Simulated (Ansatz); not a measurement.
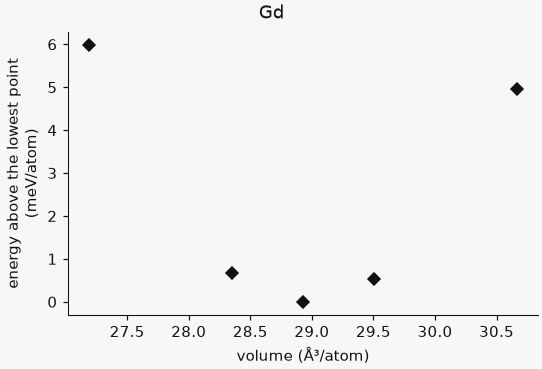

The figure shows the energy above the lowest point against volume for Gd, space group Im-3m (No. 229) (one of a set of cubic test structures, which need not be the stable phase).

Computed with Ansatz 0.2.0 development build: equation of state of a cubic crystal from periodic Kohn-Sham density functional theory without spin, third-order Birch-Murnaghan fit to the free energies; pressure corrected for the finite basis. Level: PBE.

- structure type: bcc
- atoms in cell: 1
- space group number: 229
- lattice centring: body-centred primitive
- k mesh: 20×20×20
- occupation method: Fermi–Dirac
- occupation width: 0.06123 eV
- wave cutoff: 700 eV
- datasets: hard PAW
- density tolerance: 1e−09 eV
- bands: 21
- density cutoff ratio: 4
- search for lower states: default

The points at volume 27.77 Å³/atom and 30.09 Å³/atom are left out of the plot. What values does the calculation give there?

```json
{"volume (Å³/atom)": "27.77", "energy above the lowest point (meV/atom)": "2.640"}
{"volume (Å³/atom)": "30.09", "energy above the lowest point (meV/atom)": "2.215"}
```

Caveats: cubic model structure, not the ambient form; open f shell treated without spin.
